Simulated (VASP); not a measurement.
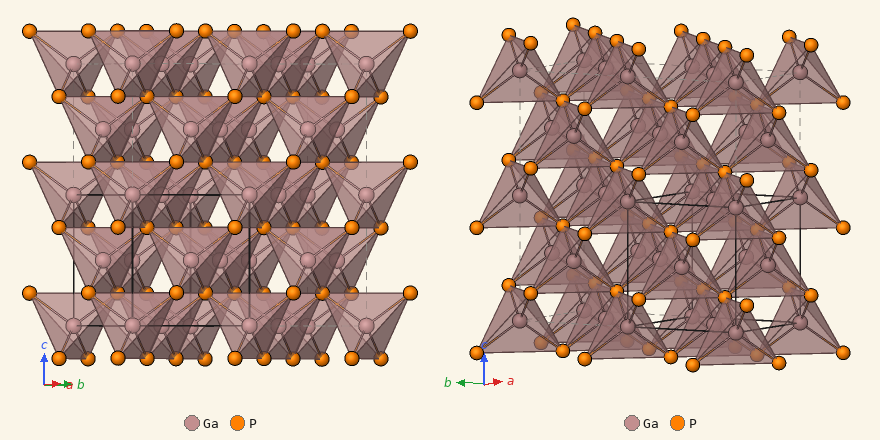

Polyhedra are drawn about Ga (bonds: Ga–P below 2.7 Å); other atoms are plain spheres. Two views of the same piece.

GaP (space group F-43m, No. 216). Coordinates: the geometry relaxed with VASP Kohn-Sham DFT of a periodic cell, B3LYP, VASP PAW PBE potentials, recommended in VASP 6.6.1.

Sharing among the drawn polyhedra:

| site | polyhedron | corner-sharing neighbours | edge-sharing | face-sharing | bond (Å) |
| --- | --- | --- | --- | --- | --- |
| Ga | GaP4 tetrahedron | 12 | 0 | 0 | 2.40 |

They form a three-dimensional framework of corner-sharing tetrahedra.
